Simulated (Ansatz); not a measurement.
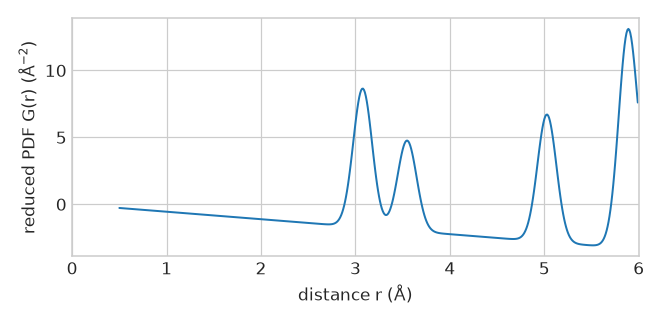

Computed X-ray G(r), with each pair weighted by the product of the atomic numbers (X-ray weights at Q = 0) and a uniform peak width σ = 0.10 Å. There is no Q-range truncation.

Candidate structures:

A. 
```xyz
2
Lattice="3.5543 0.0000 0.0000 0.0000 3.5543 0.0000 0.0000 0.0000 3.5543" Properties=species:S:1:pos:R:3 pbc="T T T"
Hg    0.0000    0.0000    0.0000
Hg    1.7772    1.7772    1.7772
```

B. 
```cif
data_structure
_symmetry_space_group_name_H-M 'P 1'
_symmetry_Int_Tables_number 1
_cell_length_a 10.4446
_cell_length_b 10.4446
_cell_length_c 10.4446
_cell_angle_alpha 90.000
_cell_angle_beta 90.000
_cell_angle_gamma 90.000
_cell_volume 1139.39
loop_
_atom_site_label
_atom_site_type_symbol
_atom_site_fract_x
_atom_site_fract_y
_atom_site_fract_z
_atom_site_occupancy
Hg1 Hg 0.00000 0.00000 0.00000 1
Hg2 Hg 0.50000 0.50000 0.50000 1
Hg3 Hg 0.25000 0.00000 0.50000 1
Hg4 Hg 0.75000 0.00000 0.50000 1
Hg5 Hg 0.50000 0.25000 0.00000 1
Hg6 Hg 0.50000 0.75000 0.00000 1
Hg7 Hg 0.00000 0.50000 0.25000 1
Hg8 Hg 0.00000 0.50000 0.75000 1
```

Origins: A, coordinates from a relaxation with DFT, LDA (PW92), plane waves (420 eV) with PAW, scalar-relativistic (Ansatz); the starting structure was generated, so it need not be a known form of this composition; B, the geometry relaxed with DFT, BLYP, plane waves (420 eV) with PAW, scalar-relativistic in Ansatz 0.2.0; the starting structure was generated, so it need not be a known form of this composition.

Question: Which candidate gives this PDF?

Answer: Candidate A, Hg, Im-3m (first clear peaks at 3.08 Å (Hg–Hg) and 3.55 Å (Hg–Hg)). B would give first clear peaks at 5.22 Å (Hg–Hg) and 5.84 Å (Hg–Hg).
